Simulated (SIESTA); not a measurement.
# A series of single points on SnO2

System: SnO2 (P4₂/mnm, 6 atoms in the cell).
Method: Kohn-Sham DFT of a periodic cell, PBEsol, PseudoDojo 0.4 standard, converted to PSML, no spin polarisation (SIESTA 5.4.2).

The 7 runs differ only in the geometry, by an even scaling of the cell at fixed fractional positions. The structure derives from an entry of the Crystallography Open Database.

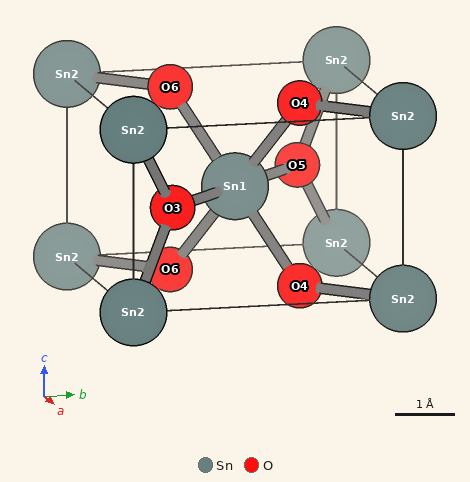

Figure 1. The structure of run 4 (ball-and-stick view of the cell of the calculation, seen slightly off an axis; atoms are numbered from 1 in the order of the input).

### Input of run 4
```
SystemName                      Cassiterite
SystemLabel                     SnO2
NumberOfSpecies                 2
NumberOfAtoms                   6
%block ChemicalSpeciesLabel
  1  50 Sn
  2   8 O
%endblock ChemicalSpeciesLabel

LatticeConstant                 1.0 Ang
%block LatticeVectors
     4.7380000000     0.0000000000     0.0000000000
     0.0000000000     4.7380000000     0.0000000000
     0.0000000000     0.0000000000     3.1865000000
%endblock LatticeVectors
AtomicCoordinatesFormat         Fractional
%block AtomicCoordinatesAndAtomicSpecies
     0.5000000000     0.5000000000     0.5000000000  1  Sn
     0.0000000000     0.0000000000     0.0000000000  1  Sn
     0.8071000000     0.1929000000     0.5000000000  2  O
     0.6929000000     0.6929000000     0.0000000000  2  O
     0.1929000000     0.8071000000     0.5000000000  2  O
     0.3071000000     0.3071000000     0.0000000000  2  O
%endblock AtomicCoordinatesAndAtomicSpecies

%block kgrid.MonkhorstPack
    4   0   0  0.0
    0   4   0  0.0
    0   0   6  0.0
%endblock kgrid.MonkhorstPack
XC.Functional                   GGA
XC.Authors                      PBEsol
PAO.BasisSize                   DZP
PAO.EnergyShift                 0.002 Ry
Mesh.Cutoff                     800 Ry
OccupationFunction              FD
ElectronicTemperature           0.05 eV
MaxSCFIterations                120
SCF.MustConverge                false
SCF.Mixer.Method                Pulay
SCF.Mixer.Weight                0.25
SCF.Mixer.History               8
SCF.DM.Tolerance                5.0e-05
SCF.H.Tolerance                 1.0e-03 eV
WriteForces                     true
Charge.Mulliken                 end
```

Command:
```bash
siesta < SnO2.fdf > SnO2.out 2>&1
```

Run 5 differs from it as follows:
```diff
-     4.7380000000     0.0000000000     0.0000000000
-     0.0000000000     4.7380000000     0.0000000000
-     0.0000000000     0.0000000000     3.1865000000
+     4.7693783979     0.0000000000     0.0000000000
+     0.0000000000     4.7693783979     0.0000000000
+     0.0000000000     0.0000000000     3.2076032640
```

### Results, with one run withheld

| run | volume per atom (Å³) | free energy per atom, from the lowest run given (meV) | pressure (GPa) | gap on the mesh (eV) |
| --- | --- | --- | --- | --- |
| 1 | 11.207 | 117.14 | 29.61 | 1.61 |
| 2 | 11.445 | 77.95 | 23.20 | 1.35 |
| 3 | 11.684 | 47.72 | 17.53 | 1.10 |
| 4 | 11.922 | 25.60 | 12.29 | 0.86 |
| 5 | 12.161 | ? | ? | ? |
| 6 | 12.399 | 2.51 | 3.59 | 0.42 |
| 7 | 12.637 | 0.00 | −0.12 | 0.22 |

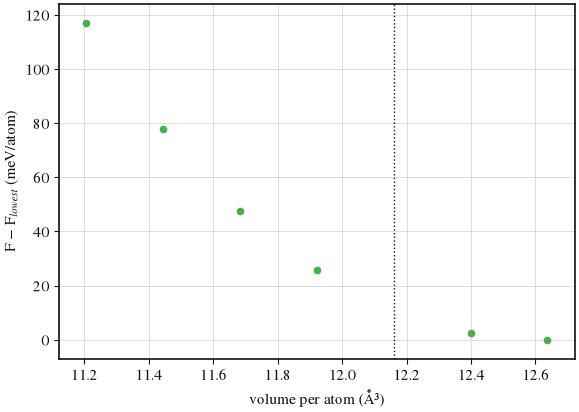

Figure 2. Free energy per atom of the runs given; the dotted line marks run 5.

Fit the runs given and predict run 5.

A cubic polynomial in V^(−2/3) (the Birch–Murnaghan form), fitted to the 6 runs given, misses them by at most 0.04 meV per atom. With x = V^(−2/3) − 0.19223 Å⁻², it reads F = 30.229 + 7799.9 x + 5.1087e+05 x² + 9.8201e+05 x³ (meV per atom). At run 5 it gives 10.78 meV per atom, and the run itself gives 10.84. The slope of the fit gives a pressure −dF/dV of 7.69 GPa there, and the run prints 7.68 GPa. The fit has its minimum at 12.627 Å³ per atom, where V d²F/dV² gives 187 GPa. Cell shape and fractional positions are held, so this is the stiffness under even scaling; the relaxed bulk modulus wasn't computed. The gap on the mesh goes, without turning, from 1.61 eV in run 1 to 0.22 eV in run 7; run 5 has 0.63 eV. These are gaps of this functional on this mesh, which can miss the band edges; they aren't the measured gap.

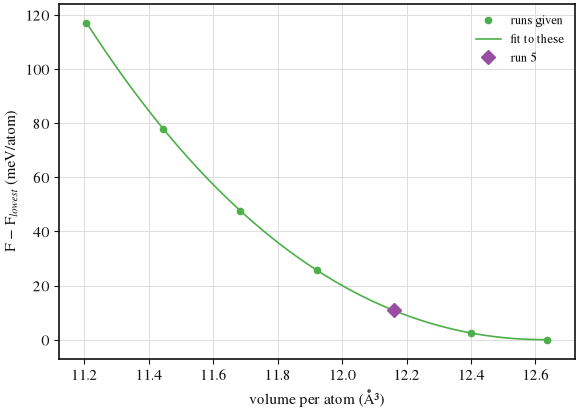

Figure 3. The fit and the withheld run.

### Some lines of the output (run 5)
```
[...]
outcell: Cell volume (Ang**3)        :     72.9633
stepf: Fermi-Dirac step function
siesta: Etot    =     -6063.639936
siesta: FreeEng =     -6063.639936
        iscf     Eharris(eV)        E_KS(eV)     FreeEng(eV)     dDmax    Ef(eV) dHmax(eV)
siesta: E_KS(eV) =            -6072.3613
siesta: E_KS - E_eggbox =     -6072.3613
siesta: Etot    =     -6072.361348
siesta: FreeEng =     -6072.361376
siesta:         Fermi =      -6.935080
siesta: Cell volume =         72.963256 Ang**3
    Orbital volume contribution        =           4.555236 eV
```

Notes: Points of doubt noted for this run: mulliken charges of long orbitals. With a small basis of atomic orbitals these values can differ much from converged plane-wave results.
